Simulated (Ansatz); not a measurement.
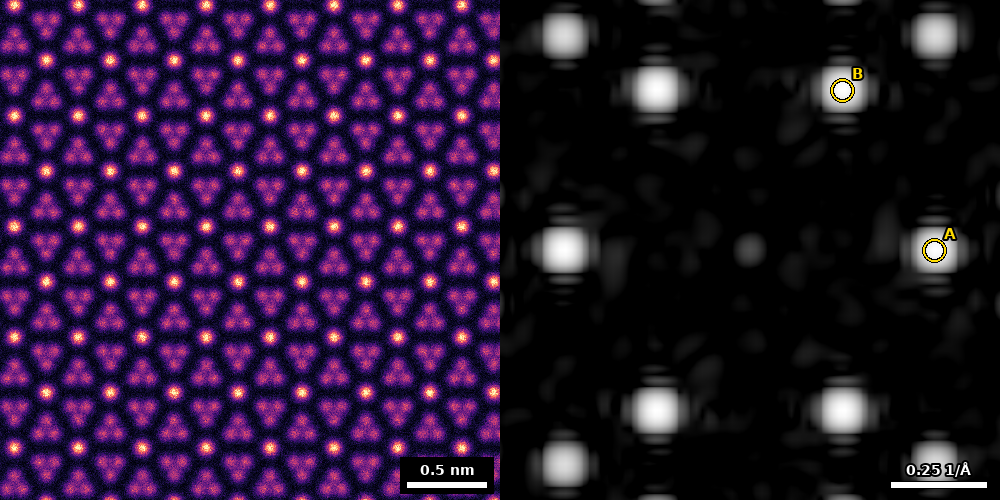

iDPC-like image of Pd (Pm-3n, No. 223) along [111]. Simulated as the projected potential of neutral atoms (B = 0.8 Å²) blurred by a 0.50 Å probe, the thin-sample limit of integrated differential phase contrast. Shot noise was added. Model: coordinates from a relaxation with DFT, PBE, plane waves (420 eV) with PAW, scalar-relativistic in Ansatz; the starting structure was generated, so it need not be a known form of this composition.

The right panel is the modulus of the image's Fourier transform on a logarithmic scale.

a = 5.015 Å, b = 5.015 Å, c = 5.015 Å, α = 90.00°, β = 90.00°, γ = 90.00°

Index the marked spots and give their plane spacings (the zone axis points at the viewer; indices equivalent by symmetry, or all signs reversed, are as good).

A: (-1 2 -1), d = 2.05 Å; B: (-2 1 1), d = 2.05 Å. A and B enclose 60°, and every spot obeys the zone law hu + kv + lw = 0 for [111].
